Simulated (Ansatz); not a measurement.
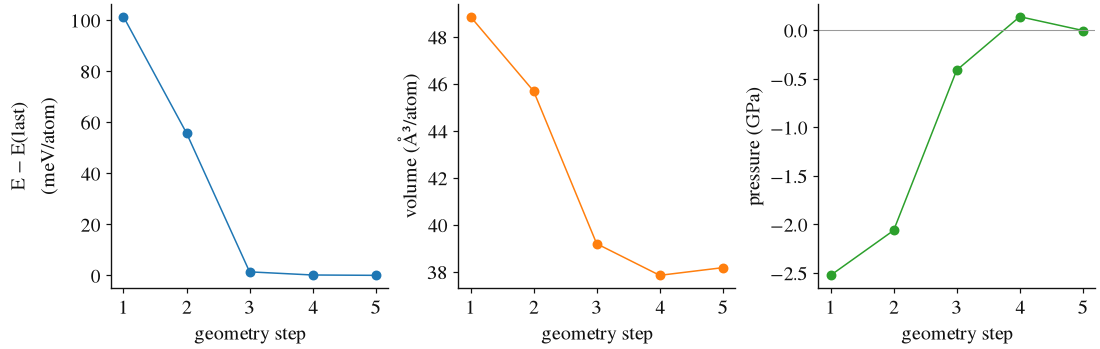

History of a geometry optimisation. Atoms and cell relax. A closing SCF on a freshly chosen basis isn't drawn.

```
crystal:
  lattice:
    - [-2.303, 2.303, 2.303]
    - [2.303, -2.303, 2.303]
    - [2.303, 2.303, -2.303]
  atoms:
    - { symbol: Eu, position: [0.0, 0.0, 0.0], spin: 7.0 }
magnetization:
  spin_polarized: true
kpoints:
  mp_grid: { grid: [10, 10, 10] }
scf:
  occupations: { method: fermi_dirac, width: 0.05 }
hamiltonian:
  xc: pbesol
  pseudopotentials: { kind: all_electron, lapw: { basis_error: 0.001 } }
output:
  forces: true
  stress: true
relax:
  f_tol: 0.005
  max_steps: 80
  cell: {}
basis:
  xc_grid: 2
```

Launched with:
```bash
ansatz run input.yaml --threads 1 --pin off --max-ram 3072MiB --backend cpu --events-out ev --progress --plain --runs-dir out
```

> How did the optimisation end?

The optimisation met its thresholds at geometry 5, counting the start as the first. The energy fell by about 100 meV/atom from the first step to the last. All forces vanish by symmetry, so only the cell moves.

> Was the starting cell too large or too small?

The volume shrinks from 48.9 to 38.2 Å³ per atom (−22 %), as the pressure goes from −2.5 GPa to about 0 GPa. The start was expanded.
